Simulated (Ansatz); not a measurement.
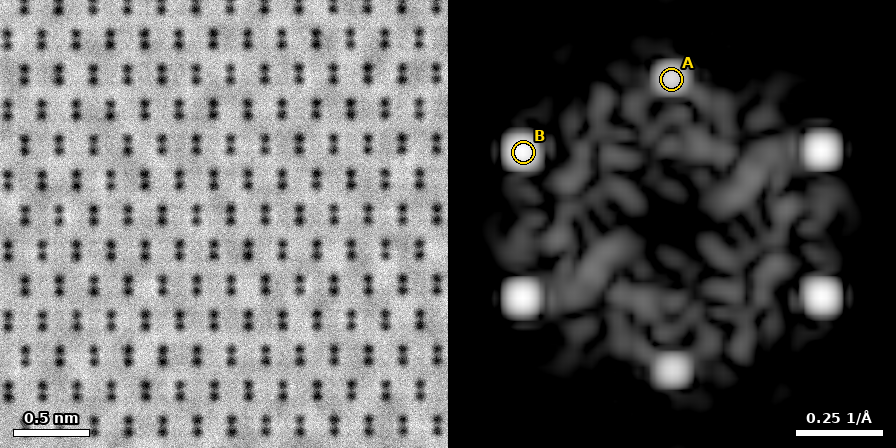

HRTEM-like image of Ru (P6_3/mmc, No. 194) along [101]. Simulated in the weak-phase-object approximation with neutral-atom potentials: 300 kV, Cs = 10 µm, defocus −53 Å (negative is underfocus), defocus spread 8 Å, aperture 1.62 1/Å. Shot noise and the speckle of an amorphous layer were added. Model: the end point of a relaxation at fixed volume with DFT PBE, spin-orbit coupling, plane waves, PAW (Ansatz 0.2.0).

The right panel is the modulus of the image's Fourier transform on a logarithmic scale.

a = 2.719 Å, b = 2.719 Å, c = 4.296 Å, α = 90.00°, β = 90.00°, γ = 120.00°

Question: Index the marked spots and give their plane spacings (the zone axis points at the viewer; indices equivalent by symmetry, or all signs reversed, are as good).

Answer: A: (010), d = 2.36 Å; B: (-1 1 1), d = 2.07 Å. A and B enclose 64°, and every spot obeys the zone law hu + kv + lw = 0 for [101].
